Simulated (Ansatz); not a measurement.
# WSe: geometry relaxation (part 3 of 3)

Continued. System: WSe (2 atoms in the cell). Method: DFT r2SCAN+U, scalar-relativistic, plane waves, PAW, Ueff = 6.2 eV on W d, spin-polarised (Ansatz 0.2.0); cutoff 500 eV, 12×12×12 k-mesh, Gaussian smearing of 0.1 eV, collinear spins. The structure was built on a prototype by a generator; it need not be a known phase.

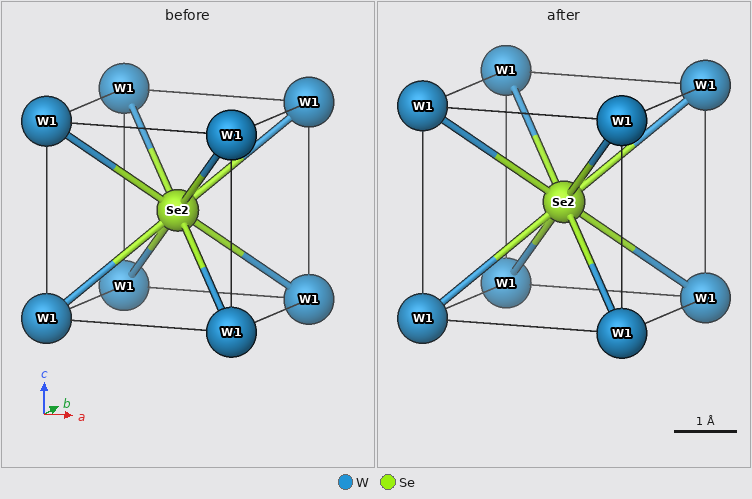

*Before (left) and after (right) the relaxation, at one scale (ball-and-stick view of the cell of the calculation, seen slightly off an axis).*

After 4 geometry steps the energy has fallen by 327 meV per atom. All forces vanish by symmetry, so only the cell relaxes. Pressure: 28.67 GPa at the start and 0.03 GPa at the end. No atom moves by more than 0.005 Å relative to the cell. The volume changes by +25.3 %, with a = b = c 3.281 → 3.537 Å (+7.8 %). Distances before and after: W1–Se2 2.841 → 3.063 Å. The space group stays Pm-3m (No. 221). A last SCF at the same geometry on a re-selected plane-wave basis shifts the energy by −2.0 meV per atom. (Atoms are counted from 1 in the order of the input.)

```
basis re-selected at this cell: Δ(F+E_penalty+E_count) = -4.053e-3 eV, ΔP = +0.030 GPa vs the last step (what re-selecting the basis moved, of the pressure what is left beyond the Pulay correction that the steps carried, after the strain that the cell walked since its last selection, with what the two solves' SCF thresholds leave and, on support functions, any second-order correction that the steps lacked; it is no measure of the basis error at this ecutwfc). The dense FFT grid was sized anew with the basis: this SCF ran on 27×27×27 points, the steps before it on 24×24×24, so part of this shift can come from that change (see relax.cell in the input reference). This SCF's stress stands 3.31e-2 GPa from its target on what of the cell is left free (relax.cell.stress_tol is 5.00e-2 GPa) and its largest allowed force component is 2.56e-30 eV/Å (relax.f_tol is 1.00e-2 eV/Å): within both
SCF converged after 11 iterations
Stability not checked: this state was not tested for a lower state beside it, because the mixer in use, unlike msr1, does not test its closes by its own steps (another_mixer; see scf.mixing.algorithm and scf.lower_state_search)
Magnetization: 4.0000 μB (17.0000 up, 13.0000 down)
Absolute magnetization: 5.0114 μB (∫|ρ↑−ρ↓|, with the PAW one-centre terms)
Spin contamination: 0.4079 ħ² per cell (⟨S²⟩ above its minimum at these occupations)
Per-site moments (μB) at R_I (Å): [(3.6248010979347947, 1.2635774432627864), (-0.47873775485584225, 1.2635774432627864)]
Free energy (F): -15869.402622 eV
Harris-Foulkes:  -15869.402622 eV  (|F-HF|=1.09e-11)
Internal energy: -15869.400674 eV  (E = F + TS)
E sigma→0 (E₀):  -15869.401648 eV
Entropy (-TS):   -0.001948 eV (-0.974 meV/atom)
Fermi energy:    13.009064 eV
--- Per-component energies (eV) ---
  E_band       = -551.794583
  E_kinetic    = 573.094742
  E_local      = -3041.341279  (includes V_loc(G=0)·N_el)
  E_nonlocal   = -587.319963
  E_hartree    = 1396.014933
  E_xc         = -346.010961
  E_vxc        = -365.986402  (∫ρ·V_xc dr)
  E_hubbard    = 1.840173  (on-site DFT+U / exact-exchange correction)
  E_vhub       = -11.272364  (the Hubbard potential's part of the band-sum identity)
  E_paw        = -10521.566230  (= ΣΔE_a)
  E_vpaw       = 68.996971  (= ΣTr[D̂ρ^β])
  E_aug_tail   = -0.000256  (compensation charges beyond the density's cutoff)
  E_vtau       = 20.004006  (kinetic-family band-sum trace: ∫τ·v_τ [+ j·A + Jᵃ·Aᵃ] dr)
  E_ewald      = -3341.759112
  E_core_change = -2.352719  (= ΣΔE_core)
  E_smearing   = -0.001948  (= −TS)
  E_closure    = -0.000000  (closes the sum)
  Σ components = -15869.402622   (vs F -15869.402622, Δ=0.00e0)
--- Forces (eV/Å), atoms counted from 1 ---
  atom   1  W     -0.00000000     0.00000000     0.00000000
  atom   2  Se     0.00000000     0.00000000     0.00000000
  max |Σ_I F_I| component: 3.29e-30 eV/Å
--- Stress (GPa, compression-positive) ---
        0.033075       0.000000      -0.000000
        0.000000       0.033075       0.000000
       -0.000000       0.000000       0.033075
  P = ⅓ Tr σ = 0.0331 GPa (0.331 kbar)
--- Band table (eV; the first three rows and the last of 168) ---
  k-point 0 ↑: bands = ["-62.9356", "-36.1648", "-36.1648", "-36.1648", "-36.1623", "-36.1623", "-26.9970", "-26.9970", "-26.9970", "-1.9251", "6.8437", "6.8437", "10.4991", "10.4991", "10.4991", "11.1827", "11.1827", "11.1827", "11.5190", "22.0219", "22.0219"]
  k-point 1 ↑: bands = ["-62.9355", "-36.1648", "-36.1648", "-36.1648", "-36.1623", "-36.1622", "-27.0026", "-26.9966", "-26.9966", "-1.8655", "6.8447", "6.8726", "10.0589", "10.0589", "10.2409", "10.5114", "11.6758", "11.6758", "12.5632", "21.7674", "22.1874"]
  k-point 2 ↑: bands = ["-62.9355", "-36.1649", "-36.1649", "-36.1647", "-36.1622", "-36.1618", "-27.0177", "-26.9954", "-26.9954", "-1.6946", "6.6926", "6.9532", "9.4697", "9.4697", "9.5712", "10.5452", "12.4237", "12.4237", "13.6793", "21.1559", "22.4301"]
  k-point 83 ↓: bands = ["-61.0618", "-36.2409", "-36.2409", "-36.2409", "-36.2400", "-36.2400", "-24.3182", "-24.3182", "-24.3182", "-0.3665", "8.2374", "8.2374", "8.2374", "16.5296", "16.5296", "16.5296", "20.2121", "20.4923", "20.4923", "20.4923", "20.9405"]
Occupation matrices written to [file]
--- Relaxed structure (5 steps of the walk, 5 accepted, 1 SCFs on fresh bases) ---
  F+E_penalty+E_count = -15869.40262199 eV   max|allowed force component| = 2.564e-30 eV/Å   (the final SCF, on the basis selected at the relaxed cell)
  cell:  # Å, volume = 44.2529 Å³
    - [3.537099524895558, -1.1836444449879886e-33, -1.925929944387236e-33]
    - [-1.3120397746138043e-33, 3.537099524895558, 2.5679065925163143e-34]
    - [-1.6691392851356043e-33, 2.5679065925163143e-34, 3.537099524895558]
  atoms:
    - { symbol: W, position: [-4.891672152727011e-36, -2.9044303406803116e-36, -2.445836076362671e-36] }
    - { symbol: Se, position: [0.49999999999999994, 0.49999999999999994, 0.49999999999999994] }
--- Löwdin populations: 2 sites ---
  site symbol       q [e]    m [muB]
     0      W     13.4063     4.5699
     1     Se     16.4692    -0.6533
  spilling = 0.004150 (of n_electrons = 30.000000)
```

### File populations.tsv
```
# site	symbol	l	j	q_up	q_dn
# orbitals = lowdin
# n_electrons = 30.000000
# spilling = 0.004150
# projection_atom_W: [Kr 4d10 4f14] 5s2 5p6 5d4 6s2
# projection_atom_Se: [Ar] 3d10 4s2 4p4
0	W	0_5S	-	0.997816	0.997124
0	W	0_6S	-	0.404985	0.184428
0	W	1_5P	-	2.998949	2.998245
0	W	2_5D	-	4.586347	0.238423
1	Se	0_4S	-	0.980914	0.935143
1	Se	1_4P	-	1.927082	2.626220
1	Se	2_3D	-	4.999959	4.999850
```

### Trajectory as extended XYZ (Å, eV, eV/Å), 6 frames, from step=1 to step=6
```
2
Lattice="3.2810 0.0000 0.0000 0.0000 3.2810 0.0000 0.0000 0.0000 3.2810" Properties=species:S:1:pos:R:3:forces:R:3 step=1 energy=-15868.74498 pressure_GPa=28.67
W     0.0000    0.0000    0.0000    0.0000   0.0000   0.0000
Se    1.6405    1.6405    1.6405    0.0000   0.0000   0.0000
2
Lattice="3.4409 0.0000 0.0000 0.0000 3.4409 0.0000 0.0000 0.0000 3.4409" Properties=species:S:1:pos:R:3:forces:R:3 step=2 energy=-15869.32183 pressure_GPa=7.71
W     0.0000    0.0000    0.0000    0.0000   0.0000   0.0000
Se    1.7205    1.7205    1.7205    0.0000   0.0000   0.0000
2
Lattice="3.5080 0.0000 0.0000 0.0000 3.5080 0.0000 0.0000 0.0000 3.5080" Properties=species:S:1:pos:R:3:forces:R:3 step=3 energy=-15869.39231 pressure_GPa=2.00
W     0.0000    0.0000    0.0000    0.0000   0.0000   0.0000
Se    1.7540    1.7540    1.7540    0.0000   0.0000   0.0000
2
Lattice="3.5328 0.0000 0.0000 0.0000 3.5328 0.0000 0.0000 0.0000 3.5328" Properties=species:S:1:pos:R:3:forces:R:3 step=4 energy=-15869.39847 pressure_GPa=0.28
W     0.0000    0.0000    0.0000    0.0000   0.0000   0.0000
Se    1.7664    1.7664    1.7664    0.0000   0.0000   0.0000
2
Lattice="3.5371 0.0000 0.0000 0.0000 3.5371 0.0000 0.0000 0.0000 3.5371" Properties=species:S:1:pos:R:3:forces:R:3 step=5 energy=-15869.39857 pressure_GPa=0.00
W     0.0000    0.0000    0.0000    0.0000   0.0000   0.0000
Se    1.7686    1.7686    1.7686    0.0000   0.0000   0.0000
2
Lattice="3.5371 0.0000 0.0000 0.0000 3.5371 0.0000 0.0000 0.0000 3.5371" Properties=species:S:1:pos:R:3:forces:R:3 step=6 energy=-15869.40262 pressure_GPa=0.03
W     0.0000    0.0000    0.0000    0.0000   0.0000   0.0000
Se    1.7686    1.7686    1.7686    0.0000   0.0000   0.0000
```

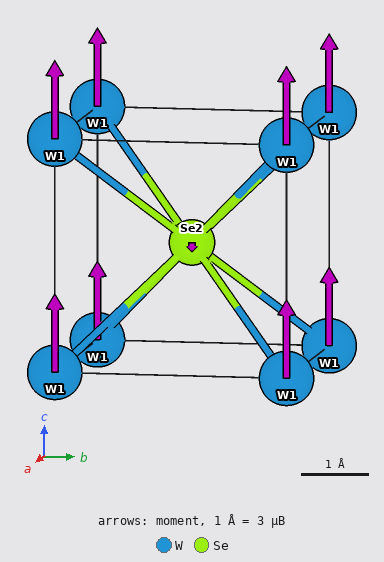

*Magnetic moments of the sites as pink arrows (ball-and-stick view of the cell of the calculation, seen slightly off an axis; atoms are numbered from 1 in the order of the input); small moments hardly show. The run is collinear, so the axis drawn is arbitrary.*

Site moments: W1 (3.62 μB); Se2 (−0.48 μB). They are counted near the atoms and needn't add up to the moment of the cell.

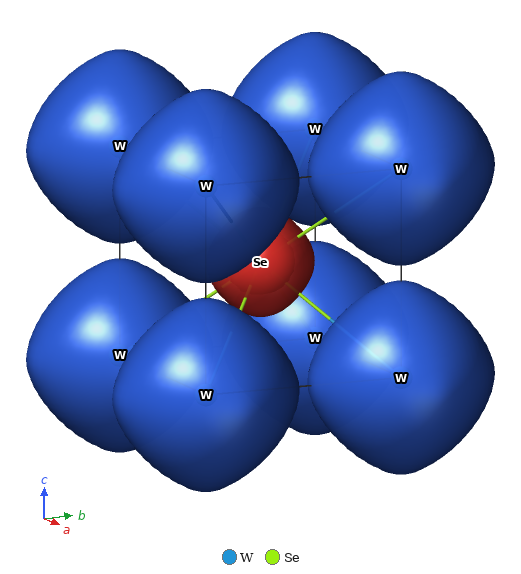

*Isosurfaces of the magnetisation density (up minus down) at +0.08 (blue) and −0.08 e/Å³ (red), seen slightly off an axis. Sticks mark near contacts. The outline is the cell set on symmetry axes of the magnetic structure.*

The cell of the calculation (2 atoms) carries 4.0 μB net. In a PAW calculation such maps are meaningful between the atoms, not at the nuclei.

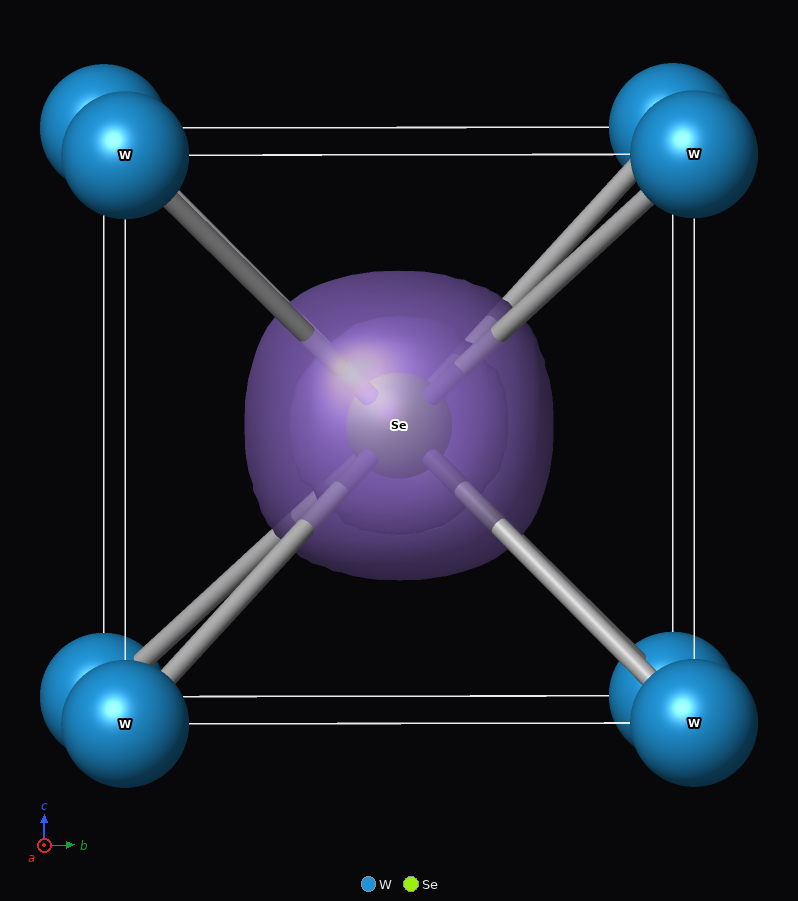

*Isosurface of the ELF at 0.75 (purple), seen at an oblique angle. Core shells and regions of very low density are left out. Sticks mark near contacts. The outline is the cell set on symmetry axes of the magnetic structure.*

Along the contacts the grid gives the following. W–Se (3.06 Å): the ELF peaks at about 0.80 in the valence shell of Se, 0.8 Å from its nucleus, and drops to about 0.25 between the two atoms.

This output came from the following input.

### The input
```yaml
crystal:
  lattice:
    - [3.2809672648, 0.0, 0.0]
    - [0.0, 3.2809672648, 0.0]
    - [0.0, 0.0, 3.2809672648]
  atoms:
    - { symbol: W, position: [0.0, 0.0, 0.0], spin: 2.17 }
    - { symbol: Se, position: [0.5, 0.5, 0.5], spin: -0.43 }
basis:
  ecutwfc: 500
kpoints:
  mp_grid: { grid: [12, 12, 12] }
hamiltonian:
  xc: r2scan
  hubbard: { sites: [{ species: W, l: d, u_eff: 6.2 }] }
scf:
  occupations: { method: gaussian, width: 0.1 }
output:
  forces: true
  stress: true
  eigenvalues: true
  populations: true
  write_density: true
  write_potential: true
  elf: true
  volumetric_format: npy
magnetization:
  spin_polarized: true
relax:
  adjacent_minimum: "off"
  f_tol: 0.01
  max_steps: 80
  cell: { stress_tol: 0.05 }
```

Launched with:
```bash
ansatz run input.yaml --threads 1 --pin off --max-ram 2560MiB --backend cpu --events-out ev --progress --plain --runs-dir out
```

### Key numbers

```tsv
quantity	value
outcome	converged
space group (tolerance 0.01 Å)	Pm-3m (221)
electrons treated	30
free energy	−15869.4026 eV
Fermi energy	13.009 eV
gap on the k-point mesh	none (metallic)
net moment of the cell	4.00 μB
integrated absolute moment	5.01 μB
pressure	0.03 GPa
final volume	44.25 Å³
largest force (length of the vector) at the end	under 0.001 eV/Å
final cell	a = 3.537 Å, b = 3.537 Å, c = 3.537 Å, α = 90.00°, β = 90.00°, γ = 90.00°
hardware	1 thread of Intel Xeon @ 2.50GHz (Skylake/Cascade Lake), 189 GiB of memory available, shared host
wall time	4.3 min
peak memory	0.66 GiB
```

### Remarks

The electronic state found may not be the lowest one. Spin–orbit coupling is left out, which matters for W.
